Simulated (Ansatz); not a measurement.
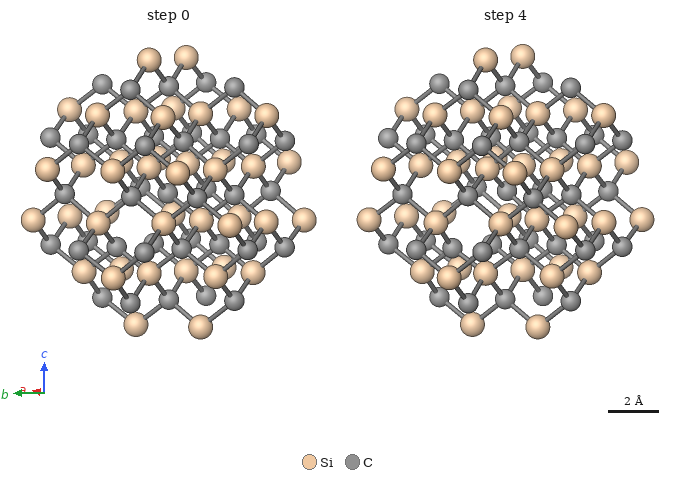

The structure of a defect cell of composition Si31C31 (cell charge −2) before (left) and after (right) a relaxation, at one scale.

A ball-and-stick model of the atoms within 5.8 Å of the atom that moves most (axes of the cell of the calculation), seen from a free direction.

Computed with Ansatz, DFT, PBEsol, PAW, plane waves. Settings: plane-wave cutoff 420 eV; k-point mesh 1 × 1 × 1; mesh shifted by (0.25, 0.25, 0.25); collinear spin; atoms relaxed in a fixed cell; force threshold 0.03 eV/Å; at most 80 steps.

### Summarise the run.

The energy falls by 1.761 eV per cell of the calculation in 4 geometry steps. Largest force component: 2.2 eV/Å at the start, 0.015 eV/Å at the end. A C atom moves most: 0.14 Å along [−2 −2 3]. Largest moves by element: C 0.14 Å, Si 0.09 Å. The cell stays as it was. Among the contacts that change: C–Si 1.923 → 1.781 Å, C–Si 1.908 → 1.799 Å, C–Si 1.879 → 1.781 Å, C–Si 1.857 → 1.781 Å. Bond angles that change, for instance: Si–C–Si 105.4° → 112.2°, Si–C–Si 107.2° → 113.5°, C–Si–C 107.7° → 113.6°. The program noted that the starting moments weren't kept.

Limits of the set-up: the cell is charged, on a uniform background, and energies carry no finite-size correction.
